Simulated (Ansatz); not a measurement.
# Run report: Sn32HO31, single-point calculation (part 2 of 3)

Sn32HO31 (defect cell, 64 atoms in the cell); DFT PBE, scalar-relativistic, plane waves, PAW, spin-polarised (Ansatz 0.2.0); cutoff 420 eV, 1×1×1 k-mesh, Gaussian smearing of 0.05 eV, collinear spins. The structure derives from an entry of the Crystallography Open Database.

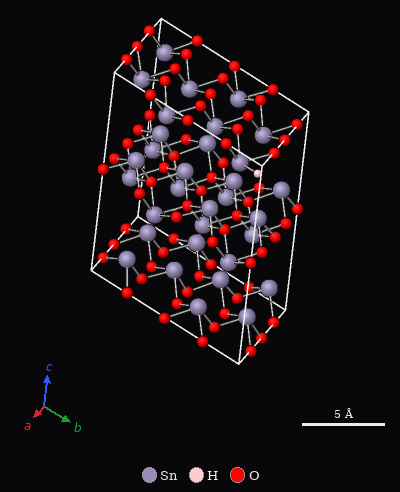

**Figure 1.** The input geometry (ball-and-stick view of the cell of the calculation, seen slightly off an axis). An atom can appear more than once, as a periodic image.

## What the program printed, continued
```
SCF iter   1: F=—  HF=-210391.882866 eV  |F-HF|=—  |Δ(HF+E_count)|=         —  Δρ=2.68e-2 (↑2.54e-2 ↓2.68e-2)  dr2=4.29e1  dr2_m=1.18e-1  M=0.141 μB ∫|m|=0.224 μB  β_m=0.30  ethr=3.10e-3  ⟨swp⟩=5.5  Hψ=3169  notcnv=0  defer=40
preconditioner: auto → Resta (q_TF=auto, 2.483 Å⁻¹)  ε∞=3.3  [insulator: Δε(μ)=0.626 eV  Ē_g=18.358 eV  σ=0.050 eV  W_gap=0.50  n_scr=290 (ndim 8)  ℏωp=28.0 eV  f_vac=0.000  D(μ)=27.95/eV (n_scr^D=186)  ε∞_Penn≈3.3]
spin=Collinear: Resta preconditioning applied to the charge; magnetization (m = ρ↑ − ρ↓) channel mixes plain (no charge-response kernel on spin).
SCF iter   2: F=—  HF=-210384.602462 eV  |F-HF|=—  |Δ(HF+E_count)|=    7.28e0  Δρ=1.63e-2 (↑1.52e-2 ↓1.63e-2)  dr2=1.49e1  dr2_m=5.94e-2  M=0.097 μB ∫|m|=0.162 μB  β_m=0.30  ethr=3.10e-3  ⟨swp⟩=4.0  Hψ=1526  notcnv=0  defer=120
preconditioner: auto → Kerker (q_TF=auto, 2.483 Å⁻¹)  [metal: Δε(μ)=0.008 eV  Ē_g=18.291 eV  σ=0.050 eV  W_gap=0.09  n_scr=290 (ndim 8)  ℏωp=28.0 eV  f_vac=0.000  D(μ)=22.85/eV (n_scr^D=128)]
spin=Collinear: Kerker preconditioning applied to the charge; magnetization (m = ρ↑ − ρ↓) channel mixes plain (no charge-response kernel on spin).
SCF iter   3: F=—  HF=-210381.347564 eV  |F-HF|=—  |Δ(HF+E_count)|=    3.25e0  Δρ=7.79e-3 (↑7.45e-3 ↓7.79e-3)  dr2=2.86e0  dr2_m=3.01e-2  M=0.096 μB ∫|m|=0.160 μB  β_m=0.30  ethr=2.34e-3  ⟨swp⟩=3.5  Hψ=1291  notcnv=0  defer=120
SCF iter   4: F=—  HF=-210380.950737 eV  |F-HF|=—  |Δ(HF+E_count)|=   3.97e-1  Δρ=3.63e-3 (↑3.63e-3 ↓3.40e-3)  dr2=6.74e-1  dr2_m=1.54e-2  M=0.104 μB ∫|m|=0.147 μB  β_m=0.30  ethr=4.50e-4  ⟨swp⟩=4.0  Hψ=1526  notcnv=0  defer=120
SCF iter   5: F=—  HF=-210380.977882 eV  |F-HF|=—  |Δ(HF+E_count)|=   2.71e-2  Δρ=1.63e-3 (↑1.63e-3 ↓1.54e-3)  dr2=1.89e-1  dr2_m=7.84e-3  M=0.115 μB ∫|m|=0.151 μB  β_m=0.30  ethr=1.06e-4  ⟨swp⟩=3.0  Hψ=975  notcnv=0  defer=120
SCF iter   6: F=—  HF=-210380.994489 eV  |F-HF|=—  |Δ(HF+E_count)|=   1.66e-2  Δρ=1.16e-3 (↑1.16e-3 ↓1.13e-3)  dr2=6.87e-2  dr2_m=4.00e-3  M=0.129 μB ∫|m|=0.159 μB  β_m=0.30  ethr=2.98e-5  ⟨swp⟩=2.0  Hψ=835  notcnv=0  defer=120
SCF iter   7: F=—  HF=-210380.999047 eV  |F-HF|=—  |Δ(HF+E_count)|=   4.56e-3  Δρ=6.84e-4 (↑6.20e-4 ↓6.84e-4)  dr2=1.14e-2  dr2_m=2.07e-3  M=0.144 μB ∫|m|=0.171 μB  β_m=0.30  ethr=1.08e-5  ⟨swp⟩=2.0  Hψ=1288  notcnv=0  defer=120
Mixer restart at iter 7: flushing history
spin-set hold released at iteration 7 (site moments contracting): the magnetisation degrees of freedom join the quasi-Newton model from the next iteration; the mixer history was flushed
SCF iter   8: F=—  HF=-210380.998693 eV  |F-HF|=—  |Δ(HF+E_count)|=   3.54e-4  Δρ=5.06e-4 (↑4.49e-4 ↓5.06e-4)  dr2=8.34e-3  dr2_m=1.08e-3  M=0.162 μB ∫|m|=0.187 μB  β_m=0.64  ethr=1.79e-6  ⟨swp⟩=1.5  Hψ=683  notcnv=0  defer=120
SCF iter   9: F=—  HF=-210380.999066 eV  |F-HF|=—  |Δ(HF+E_count)|=   3.72e-4  Δρ=1.50e-4 (↑1.50e-4 ↓1.22e-4)  dr2=2.30e-3  dr2_m=5.38e-5  M=0.253 μB ∫|m|=0.278 μB  β_m=0.72  ethr=1.31e-6  ⟨swp⟩=2.0  Hψ=898  notcnv=0  defer=120
SCF iter  10: F=—  HF=-210380.999560 eV  |F-HF|=—  |Δ(HF+E_count)|=   4.94e-4  Δρ=1.19e-4 (↑1.19e-4 ↓1.02e-4)  dr2=1.20e-3  dr2_m=7.49e-5  M=0.349 μB ∫|m|=0.383 μB  β_m=0.86  ethr=3.61e-7  ⟨swp⟩=2.0  Hψ=898  notcnv=0  defer=120
SCF iter  11: F=—  HF=-210381.000967 eV  |F-HF|=—  |Δ(HF+E_count)|=   1.41e-3  Δρ=1.29e-4 (↑1.29e-4 ↓1.25e-4)  dr2=3.34e-4  dr2_m=1.34e-4  M=0.545 μB ∫|m|=0.600 μB  β_m=0.93  ethr=1.89e-7  ⟨swp⟩=3.0  Hψ=914  notcnv=0  defer=120
SCF iter  12: F=—  HF=-210381.004061 eV  |F-HF|=—  |Δ(HF+E_count)|=   3.09e-3  Δρ=1.15e-4 (↑1.01e-4 ↓1.15e-4)  dr2=1.14e-4  dr2_m=9.48e-5  M=0.806 μB ∫|m|=0.908 μB  β_m=0.96  ethr=5.26e-8  ⟨swp⟩=3.0  Hψ=1505  notcnv=0  defer=120
SCF iter  13: F=—  HF=-210381.005172 eV  |F-HF|=—  |Δ(HF+E_count)|=   1.11e-3  Δρ=7.70e-5 (↑7.70e-5 ↓6.61e-5)  dr2=8.82e-5  dr2_m=2.69e-5  M=0.886 μB ∫|m|=1.016 μB  β_m=0.97  ethr=1.80e-8  ⟨swp⟩=3.0  Hψ=1505  notcnv=0  defer=120
SCF iter  14: F=—  HF=-210381.006386 eV  |F-HF|=—  |Δ(HF+E_count)|=   1.21e-3  Δρ=2.44e-5 (↑2.44e-5 ↓2.15e-5)  dr2=5.92e-6  dr2_m=4.92e-6  M=0.938 μB ∫|m|=1.099 μB  β_m=0.98  ethr=1.39e-8  ⟨swp⟩=3.0  Hψ=1654  notcnv=0  defer=120
SCF iter  15: F=—  HF=-210381.006387 eV  |F-HF|=—  |Δ(HF+E_count)|=   1.24e-6  Δρ=1.65e-5 (↑1.65e-5 ↓1.63e-5)  dr2=1.59e-6  dr2_m=2.38e-6  M=0.919 μB ∫|m|=1.068 μB  β_m=0.85  ethr=9.32e-10  ⟨swp⟩=3.5  Hψ=1535  notcnv=0  defer=120
SCF iter  16: F=—  HF=-210381.006403 eV  |F-HF|=—  |Δ(HF+E_count)|=   1.63e-5  Δρ=7.96e-6 (↑7.67e-6 ↓7.96e-6)  dr2=2.06e-7  dr2_m=5.96e-7  M=0.924 μB ∫|m|=1.076 μB  β_m=0.81  ethr=2.51e-10  ⟨swp⟩=3.0  Hψ=1476  notcnv=0  defer=120
SCF iter  17: F=—  HF=-210381.006409 eV  |F-HF|=—  |Δ(HF+E_count)|=   5.35e-6  Δρ=1.09e-6 (↑1.04e-6 ↓1.09e-6)  dr2=1.07e-7  dr2_m=1.14e-9  M=0.929 μB ∫|m|=1.084 μB  β_m=0.83  ethr=1.57e-11  ⟨swp⟩=13.5  Hψ=4492  notcnv=0
SCF iter  18: F=—  HF=-210381.006409 eV  |F-HF|=—  |Δ(HF+E_count)|=   9.16e-8  Δρ=1.13e-6 (↑1.11e-6 ↓1.13e-6)  dr2=2.92e-8  dr2_m=1.10e-8  M=0.928 μB ∫|m|=1.083 μB  β_m=0.81  ethr=1.57e-11  ⟨swp⟩=4.0  Hψ=1899  notcnv=0
SCF iter  19: F=—  HF=-210381.006409 eV  |F-HF|=—  |Δ(HF+E_count)|=   7.87e-8  Δρ=5.67e-7 (↑5.67e-7 ↓4.76e-7)  dr2=1.37e-8  dr2_m=1.47e-9  M=0.929 μB ∫|m|=1.084 μB  β_m=0.73  ethr=4.60e-12  ⟨swp⟩=4.0  Hψ=1827  notcnv=0
SCF iter  20: F=-210381.006409 eV  HF=-210381.006409 eV  |F-HF|=2.50e-9  |Δ(HF+E_count)|=   9.02e-9  Δρ=1.86e-7 (↑1.86e-7 ↓1.62e-7)  dr2=4.11e-9  dr2_m=1.46e-10  M=0.929 μB ∫|m|=1.084 μB  ethr=2.16e-12  ⟨swp⟩=3.5  Hψ=1638  notcnv=0
SCF 1 converged in 20 iterations: F = -210381.006409 eV  dr2 = 4.11e-9
  greatest PAW one-centre occupation: 0.993 electrons in one spin orbital (limit 2), on the Sn atom at site 17 (counted from 0), in its partial waves of l = 2
SCF converged after 20 iterations
Magnetization: 0.9288 μB (317.9644 up, 317.0356 down)
Absolute magnetization: 1.0926 μB (∫|ρ↑−ρ↓|, with the PAW one-centre terms)
Spin contamination: 0.0014 ħ² per cell (⟨S²⟩ above its minimum at these occupations)
Per-site moments (μB) at R_I (Å): [(0.002562917778890985, 0.9099615976134667), (0.0025947701118337954, 0.8902327155668388), (0.002563100994883396, 0.910101674555919), (0.002532448823911474, 0.9177783900168667), (0.0021646510175953484, 0.9093954921136107), (0.002583599431247221, 0.9046489016285175), (0.002597606873205697, 0.9185111920787303), (0.002587079687762417, 0.9183010811893979), (0.0025956927365275036, 0.9183681583309183), (0.0021826291664772983, 0.9097037679779459), (0.0025840349855951136, 0.9044520254664364), (0.0026028491456864464, 0.9188061993061127), (0.002560720307658041, 0.9179024198268328), (0.0026944433381773073, 0.9100029596177119), (0.002601558651812387, 0.8901322332455941), (0.002686214104271155, 0.9098328288352849), (0.0026227770170335423, 0.9121726391278772), (0.002609521493276899, 0.9116015753657336), (0.002615535542175682, 0.9183343080585981), (0.002541623084522082, 0.9184375058962193), (0.0017996702237519768, 0.836437986353864), (0.002691176781242753, 0.91755302480194), (0.0028859472782946714, 0.9158414400087589), (0.0023329378550247773, 0.9136771036006291), (0.002696911543691087, 0.9177156385916928), (0.0028828621241042515, 0.9151679109858373), (0.0023151930235487863, 0.9133876481313136), (0.0018108721942137077, 0.8373469836425157), (0.002536532823851329, 0.9177583892093141), (0.00260452161441877, 0.9182628903969566), (0.0026057995783399426, 0.912771409175473), (0.0025947441916016572, 0.9130276111805502), (-0.0002281005668245058, 0.836437986353864), (-0.0018188117109498108, 0.9098328288352849), (-0.001704043860134958, 0.9097037679779459), (-0.0018934506855528995, 0.9177583892093141), (-0.0010791546645579164, 0.9152465100202678), (-0.0019266715944149684, 0.9182628903969566), (-0.001705249894942804, 0.9093954921136107), (-0.0017392463209133305, 0.8902327155668388), (-0.001811294683286879, 0.9100029596177119), (-0.0015644587406995478, 0.9102837753272669), (-0.001685683058806121, 0.91755302480194), (-0.0021128306410450244, 0.9151679109858373), (-0.0018637258017076461, 0.9133876481313136), (-0.001567736501473473, 0.9105771709320828), (-0.0017446721947863546, 0.8901322332455941), (-0.0011809816164964975, 0.9155132138944332), (0.0011145915547727332, 0.9150265480995001), (0.0007951313282041816, 0.9183243596294768), (0.0011839221361046356, 0.9116015753657336), (0.0008952501798353671, 0.9167605854711752), (0.0011755310055531444, 0.9121726391278772), (0.0008908439290227961, 0.9163755484808414), (0.0011242226065168934, 0.9149597304531393), (0.0007846646774702673, 0.9179469828165608), (0.0006753856110893611, 0.9199963341445729), (0.001101092118274364, 0.9130276111805502), (0.0008339996832220211, 0.9190358288658184), (0.0008011887395569667, 0.9206987962463918), (0.0008505048929701131, 0.9192211101928416), (0.0007966381491193111, 0.9205000149696058), (0.0006808168661957215, 0.9199844007728863), (0.0011010877506948727, 0.912771409175473)]
Free energy (F): -210381.006409 eV
Harris-Foulkes:  -210381.006409 eV  (|F-HF|=2.50e-9)
Internal energy: -210381.000862 eV  (E = F + TS)
E sigma→0 (E₀):  -210381.003635 eV
Entropy (-TS):   -0.005547 eV (-0.087 meV/atom)
Fermi energy:    9.807953 eV
--- Per-component energies (eV) ---
  E_band       = -2955.079108
  E_kinetic    = 11409.292477
  E_local      = -41577.697229  (includes V_loc(G=0)·N_el)
  E_nonlocal   = 466.070308
  E_hartree    = 22614.980023
  E_xc         = -14538.307685
  E_vxc        = -6002.512037  (∫ρ·V_xc dr)
  E_paw        = -137267.970747  (= ΣΔE_a)
  E_vpaw       = -12480.266893  (= ΣTr[D̂ρ^β])
  E_aug_tail   = 0.073271  (compensation charges beyond the density's cutoff)
  E_ewald      = -51487.441280
  E_smearing   = -0.005547  (= −TS)
  E_closure    = -0.000000  (closes the sum)
  Σ components = -210381.006409   (vs F -210381.006409, Δ=0.00e0)
--- Forces (eV/Å), atoms counted from 1 ---
  atom   1  Sn    -0.00018946    -0.00276782    -0.01056095
  atom   2  Sn    -0.02241994     0.00070946     0.00129711
  atom   3  Sn    -0.00065468     0.00509815    -0.01485683
  atom   4  Sn     0.00350720    -0.00254932    -0.01014962
  atom   5  Sn     0.00915604     0.00268575    -0.00135929
  atom   6  Sn     0.00505313     0.00232879    -0.01154418
  atom   7  Sn    -0.00237781    -0.00267090    -0.00177066
  atom   8  Sn    -0.00142577     0.00260429    -0.00519084
  atom   9  Sn     0.00216983    -0.00581863    -0.00654512
  atom  10  Sn    -0.00694345     0.00250765    -0.00195275
  atom  11  Sn    -0.00679918     0.00173259    -0.00463094
  atom  12  Sn     0.00299108     0.00092910    -0.00072421
  atom  13  Sn    -0.00212822     0.00172531    -0.01112702
  atom  14  Sn    -0.00319893     0.00156062    -0.00576413
  atom  15  Sn     0.02788417     0.00072815    -0.00450692
  atom  16  Sn    -0.00170876    -0.00324747    -0.00646810
  atom  17  Sn     0.00358512     0.00106399     0.00906181
  atom  18  Sn    -0.00045654     0.00124131    -0.00090425
  atom  19  Sn    -0.00438851     0.00650876     0.00783369
  atom  20  Sn    -0.00273115    -0.00506620     0.00342689
  atom  21  Sn    -0.00105112     0.00937231     0.01373376
  atom  22  Sn     0.00580147     0.00454976     0.00673061
  atom  23  Sn    -0.00224302    -0.00333150    -0.00168336
  atom  24  Sn     0.00143223    -0.00795899     0.00391129
  atom  25  Sn    -0.00069684    -0.00357460     0.00691398
  atom  26  Sn    -0.00361044     0.00445501     0.00267925
  atom  27  Sn     0.00069862     0.00622971    -0.00095952
  atom  28  Sn    -0.00557860    -0.00607673     0.01698900
  atom  29  Sn     0.00500239     0.00211917     0.00547797
  atom  30  Sn     0.00211179    -0.00354530     0.01052532
  atom  31  Sn    -0.00006104    -0.00199156     0.00849076
  atom  32  Sn     0.00055606    -0.00285039     0.00619944
  atom  33  H     -0.00525363    -0.00270444    -0.02334381
  atom  34  O      0.00368622    -0.00530041     0.01248667
  atom  35  O      0.00250105    -0.00082950     0.01223883
  atom  36  O     -0.00117832     0.00050087    -0.00722199
  atom  37  O     -0.00068180    -0.00407549    -0.02125694
  atom  38  O     -0.00149959    -0.00170218    -0.00596812
  atom  39  O     -0.00605570     0.00193212     0.01572871
  atom  40  O     -0.01749030    -0.00325981     0.01124790
  atom  41  O     -0.00191362     0.00276877     0.01259548
  atom  42  O     -0.00122762    -0.02224458     0.00796327
  atom  43  O      0.00112073    -0.00300756    -0.01917648
  atom  44  O     -0.00034436    -0.00172007    -0.00556012
  atom  45  O     -0.00244339    -0.00100166    -0.00607001
  atom  46  O      0.00340618     0.02463305     0.00460127
  atom  47  O      0.01705733     0.00294355     0.00961900
  atom  48  O     -0.00064802    -0.00141743    -0.02388262
  atom  49  O     -0.00433722     0.02061574     0.00504508
  atom  50  O      0.00370277    -0.00051139    -0.00286929
  atom  51  O      0.00118837    -0.00379475     0.00925508
  atom  52  O     -0.00118076    -0.01951799     0.01026729
  atom  53  O     -0.00287088     0.00023176     0.00702407
  atom  54  O      0.00343539     0.02079299     0.00360701
  atom  55  O      0.00671876    -0.01684253    -0.00079802
  atom  56  O     -0.00060081     0.00124410    -0.00441890
  atom  57  O     -0.00368800    -0.00220940    -0.00438139
  atom  58  O     -0.00122855     0.00209844     0.00130807
  atom  59  O     -0.00321834    -0.00256505    -0.00281952
  atom  60  O      0.00092414     0.00126005    -0.00107199
  atom  61  O      0.00241084     0.00372804    -0.00059236
  atom  62  O      0.00267115    -0.00371190     0.00013461
  atom  63  O      0.00060406     0.00636561    -0.00393663
  atom  64  O      0.00514823     0.00060047     0.00767675
  max |Σ_I F_I| component: 3.13e-6 eV/Å
--- Band table (eV) ---
  k-point 0 ↑: bands = ["-12.0693", "-12.0591", "-12.0313", "-12.0190", "-12.0182", "-11.9990", "-11.9910", "-11.9838", "-11.9805", "-11.9784", ... 172 levels left out ..., "-8.0869", "-8.0725", "-8.0639", "-8.0298", "-8.0165", "-8.0096", "-8.0089", "-7.6796", "-7.5626", "0.6324", "1.0623", "1.0644", "1.2041", "1.2273", "1.2780", "1.4350", "1.4447", "1.4556", "1.4776", "1.4983", "1.5635", "1.5808", "1.7004", "2.3029", "2.3108", "2.3450", "2.3791", "2.4025", "2.5143",
      "2.5659", "2.5662", "2.6372", "2.8124", "2.8343", "2.8345", "2.8406", "2.8843", "2.9587", "2.9627", "2.9914", "3.6021", "3.6635", "3.6864", "3.6877", "3.6950", "3.7421", "3.7619", "3.7834", "3.9108", "3.9265", "4.1722", "4.1825", "4.1876", "4.3745", "4.4007", "4.6467", "4.6532", "4.6536", "4.8659", "4.8789", "4.8892", "4.9972", "5.0379", "5.0675", "5.1949", "5.2086", "5.2278", "5.2542", "5.2791",
      "5.2899", "5.2934", "5.3141", "5.3231", "5.3352", "5.3484", "5.3501", "5.3724", "5.4226", "5.4314", "5.4916", "5.5765", "5.5836", "5.5887", "5.5939", "5.6487", "5.8981", "6.0594", "6.1242", "6.3033", "6.4813", "6.5882", "6.5914", "6.6303", "6.6479", "6.6557", "6.6593", "6.6845", "6.7022", "6.8752", "6.8955", "6.9608", "6.9888", "7.0124", "7.0955", "7.0978", "7.1038", "7.1804", "7.2096", "7.2134",
      "7.2620", "7.3080", "7.3136", "7.3146", "7.3287", "7.4345", "7.4671", "7.4815", "7.5897", "7.5920", "7.6963", "7.9269", "7.9368", "8.0475", "8.0904", "8.0996", "8.1002", "8.5863", "8.6213", "8.6300", "8.6348", "8.6521", "8.7042", "8.7071", "8.7187", "9.6548", "9.7442", "10.2359", "11.0547", "11.5229", "11.5517", "11.8559", "11.8652", "11.8902", "11.8922", "11.9189", "11.9371", "12.0267", "12.0358", "12.0440",
      "12.1518", "12.2012", "12.2451", "12.3072", "12.3154", "12.3349", "12.3369", "12.3494", "12.3646", "12.3869", "12.4587", "12.6725", "12.7278", "12.8203", "12.9749", "13.0422", "13.0868", "13.1729", "13.2127", "13.2694", "13.5799", "13.6161", "13.6333", "13.6404", "13.6621", "13.7082", "13.8307", "13.9855", "14.1149", "14.1861", "14.3814", "14.4197", "14.5287", "14.6524", "14.9258", "15.0709", "15.1260", "15.1488", "15.1677", "15.2244",
      "15.2469", "15.2711", "15.2783", "15.2938", "15.3347", "15.3811", "15.4318", "15.4518", "15.6000", "15.6671", "15.6792"]
```
